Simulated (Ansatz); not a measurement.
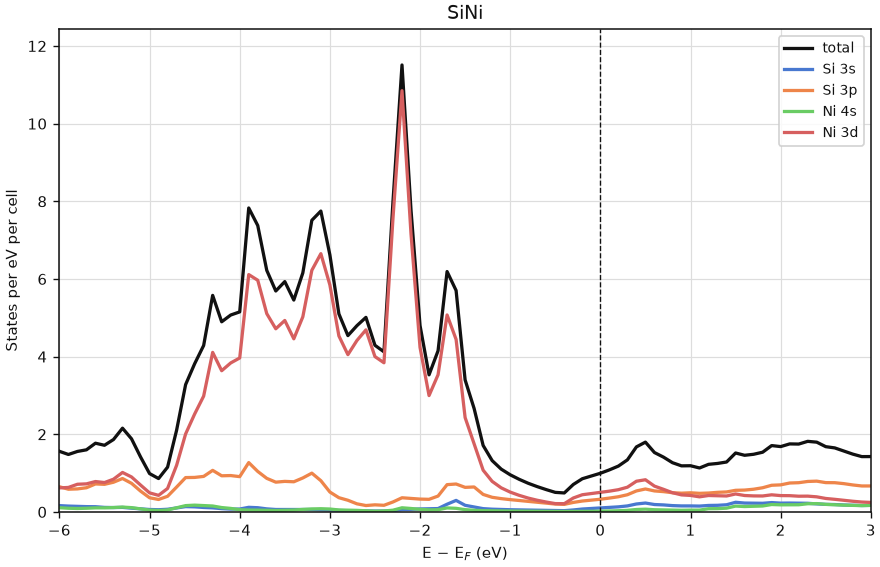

Density of states. Energies are counted from the Fermi level. The partial curves are projected on Löwdin-orthogonalised atomic shells.

System: SiNi, space group Pmmn, 4 atoms in the cell.

Method: DFT r2SCAN, scalar-relativistic, plane waves, PAW, no spin polarisation, 14×12×10 k mesh (Ansatz).

**Metal or insulator, and how many states lie at the Fermi level?**

It is a metal. The density of states at the Fermi level is about 1 per eV and cell (mean within 0.25 eV), or 0.25 per atom.

**Where is the tallest peak in the window, and which states make it?**

The tallest peak in the window is at −2.2 eV; by projected weight it is Ni 3d almost alone.

**Where is the centre of the Ni 3d band?**

Over the range shown, the centre of the Ni 3d weight lies 2.7 eV below the Fermi level, and about 90 % of the shell is filled.

**What carries the states at the Fermi level?**

By projected weight, the states within 0.3 eV of the Fermi level are Ni 3d (55 %) and Si 3p (35 %).

The run has no spin polarisation, so a magnetic state may lie lower.
